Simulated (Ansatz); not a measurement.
K2S, space group Fm-3m (No. 225), a = 7.193 Å, b = 7.193 Å, c = 7.193 Å, α = 90.00°, β = 90.00°, γ = 90.00°

```csv
site,Wyckoff,x,y,z
K,8c,0.2500,0.7500,0.7500
S,4a,0.0000,0.0000,0.0000
```

Origin: the end point of a relaxation with DFT, LDA, plane waves, PAW in Ansatz 0.2.0.

### Describe the coordination of K.

KS4: an essentially ideal tetrahedron (coordination number 4, S = 0.00; next best see-saw, S = 9.8). Bonds: 4 × K–S 3.11 Å. The next neighbour, not counted, lies at 3.60 Å.

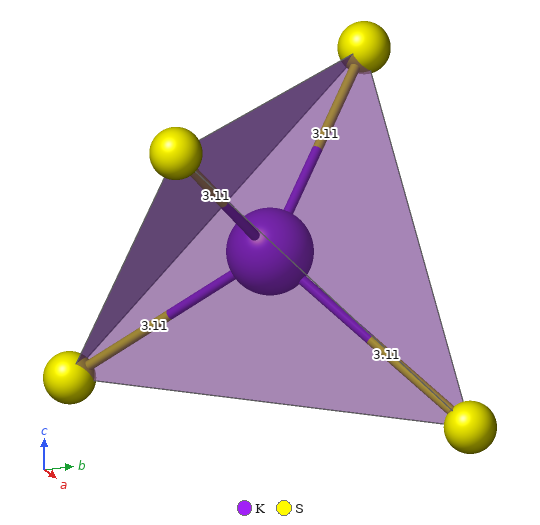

The polyhedron about K. Continuous shape measures are computed against ideal polyhedra (0 is ideal; above about 3 the distortion is strong).
